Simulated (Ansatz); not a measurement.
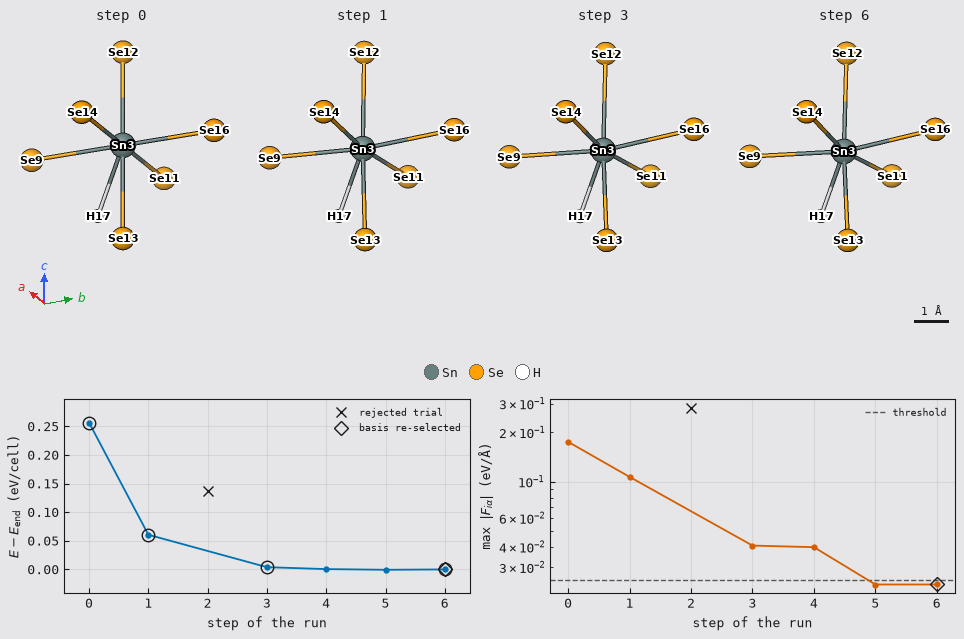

Frames of a relaxation of solid Sn₈HSe₈ (set up in F-43m), marked on the history of the run. A ball-and-stick model of the atoms within 4.2 Å of the atom that moves most (axes of the conventional cell (4 times the calculation's cell) (origin shifted)), seen from a free direction. Lengths and directions refer to the drawn axes.

Case: 1 H put on empty site 1 of 8 host cells, relaxed.

These are results of DFT PBE+D3(BJ), scalar-relativistic, plane waves, PAW (Ansatz), not measurements.

The input:
```yaml
crystal:
  lattice:
    - [0.0, 5.9734234174, 5.9734234174]
    - [5.9734234174, 0.0, 5.9734234174]
    - [5.9734234174, 5.9734234174, 0.0]
  atoms:
    - { symbol: Sn, position: [0.0, 0.5, 0.5] }
    - { symbol: Sn, position: [0.0, 0.5, 0.0] }
    - { symbol: Sn, position: [0.0, 0.0, 0.5] }
    - { symbol: Sn, position: [0.0, 0.0, 0.0] }
    - { symbol: Sn, position: [0.5, 0.5, 0.5] }
    - { symbol: Sn, position: [0.5, 0.5, 0.0] }
    - { symbol: Sn, position: [0.5, 0.0, 0.5] }
    - { symbol: Sn, position: [0.5, 0.0, 0.0] }
    - { symbol: Se, position: [0.25, 0.25, 0.25] }
    - { symbol: Se, position: [0.25, 0.25, 0.75] }
    - { symbol: Se, position: [0.25, 0.75, 0.25] }
    - { symbol: Se, position: [0.25, 0.75, 0.75] }
    - { symbol: Se, position: [0.75, 0.25, 0.25] }
    - { symbol: Se, position: [0.75, 0.25, 0.75] }
    - { symbol: Se, position: [0.75, 0.75, 0.25] }
    - { symbol: Se, position: [0.75, 0.75, 0.75] }
    - { symbol: H, position: [0.125, 0.125, 0.125] }
basis:
  ecutwfc: 420
kpoints:
  mp_grid: { grid: [4, 4, 4] }
hamiltonian:
  xc: pbe
  dispersion: d3bj
scf:
  occupations: { method: gaussian, width: 0.1 }
output:
  forces: true
  stress: true
  eigenvalues: true
relax:
  adjacent_minimum: "off"
  f_tol: 0.025
  max_steps: 70
  cell: { stress_tol: 0.12 }
```

Run as
```bash
ansatz run input.yaml --threads 2 --pin off --max-ram 5120MiB --backend cpu --events-out ev --progress --plain --runs-dir out
```

Q: What happens along the run?

A: The largest moves relative to the cell, 0.21 Å, are those of Sn2, Sn3, Sn4 and Sn8. Sn3 goes along [−1 −1 −1]. Largest moves by element: Sn 0.21 Å, Se 0.20 Å. H stays in place. Cell: a = b = c 11.947 → 11.918 Å (−0.2 %). Volume −0.7 %. Some distances before and after: Sn3–H17 2.587 → 2.375 Å, Sn3–Se12 2.987 → 3.068 Å, Sn3–Se11 2.987 → 2.993 Å. Bond angles that change, for instance: Se9–Sn3–Se16 180.0° → 169.5°, Se9–Sn3–Se11 90.0° → 98.5°, Se12–Sn3–Se14 90.0° → 84.0°. The space group stays F-43m (No. 216). After 4 accepted moves (6 points after the start) the energy has fallen by 0.256 eV per cell of the calculation. Largest force component: 0.18 eV/Å at the start, 0.024 eV/Å at the end. Pressure: −0.02 GPa at the start and 0.04 GPa at the end. The line search rejected the trial step at point 2 of the run. At 1 point the geometry stayed and the basis and grid were re-selected for the new cell (energy shift of 0.6 meV per cell of the calculation at most each time). Cost: 5.1 min on 2 threads of Intel(R) Xeon(R) Processor @ 2.50GHz (Skylake/Cascade Lake), on a shared host, peak memory 1.2 GiB. From step 0 to 1: Sn and Se atoms move most (0.12 Å), energy −0.196 eV per cell of the calculation. From step 1 to 3: Sn atoms move most (0.07 Å), volume −0.8 %, energy −56.6 meV per cell of the calculation. From step 3 to 6: Sn atoms move most (0.04 Å), volume +0.1 %, energy −3.9 meV per cell of the calculation.

```csv
step,"E − E(0), meV/atom","largest force component, eV/Å","pressure, GPa","volume, Å³/atom",note
0,0.00,0.1753,-0.02,25.076,
1,-11.52,0.1070,-0.20,25.060,
2,-6.99,0.2827,-0.14,24.847,rejected
3,-14.86,0.0407,0.08,24.867,
4,-15.05,0.0398,0.09,24.871,
5,-15.13,0.0235,0.04,24.893,
6,-15.09,0.0235,0.04,24.893,"same geometry, new basis"
```
